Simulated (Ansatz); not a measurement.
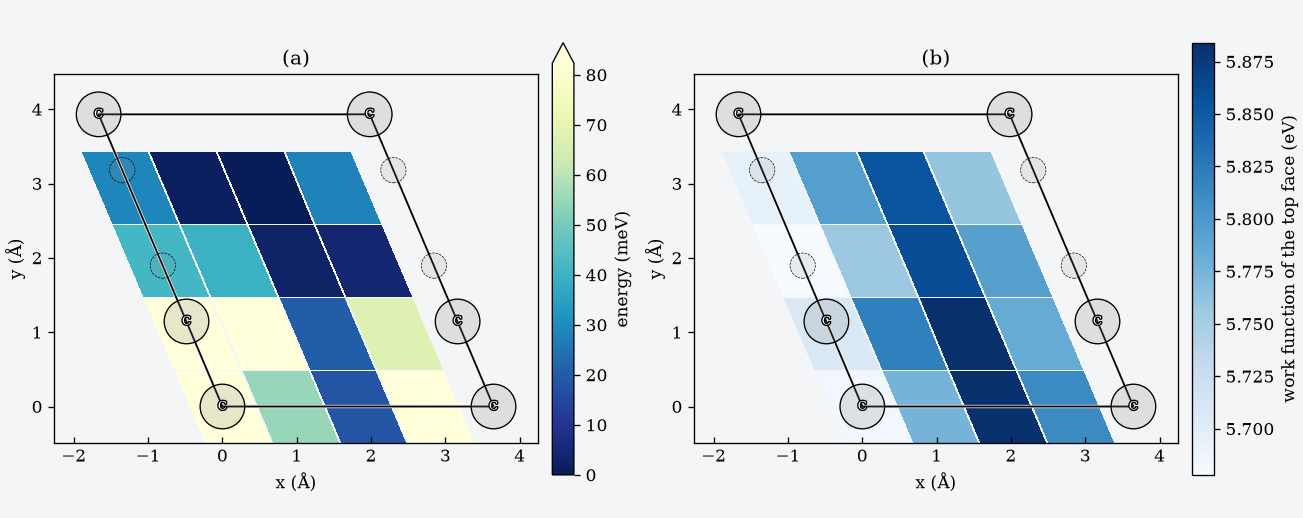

CO on a C(110) slab cut from the R-3m phase, its upper half relaxed before the scan (10 atoms of substrate and one adsorbate in a 1 × 1 cell). CO (O end down) is moved over the surface cell at a fixed height above a rigid substrate; the origin of the map has the adsorbate above C9; the height is held at 2.70 Å. Places are given modulo a cell vector. The map is drawn in real space over the plane of the surface. The scan uses a 4 × 4 grid. Energies: meV, counted from the lowest grid point. With one adsorbate in each 1 × 1 cell, its nearest image is 3.6 Å away, so neighbouring adsorbates interact. At a fixed height the lowest place need not be the adsorption site. All numbers below come from Ansatz, DFT PBE+D3(BJ), scalar-relativistic, plane waves, PAW. Settings: cutoff 420 eV, k-mesh 8×7×1, gaussian smearing 0.05 eV, no spin polarisation.

Panel (a) is the energy and panel (b) the computed work function of the top face on the same grid.

Drawn: one coloured cell a grid point, labelled circles for the atoms of the top layer and small ones for the second layer, the outline of one cell of the plane, one colour for all values above the top of the scale.

Question: How does the work function of the top face vary over the map, and what is it at the lowest grid point?

Answer: It runs from 5.68 eV at (0/4, 2/4) of the cell vectors to 5.88 eV at (2/4, 1/4) of the cell vectors. At the lowest grid point, (2/4, 3/4) of the cell vectors, it is 5.86 eV.

PAW datasets: the set soft_1.
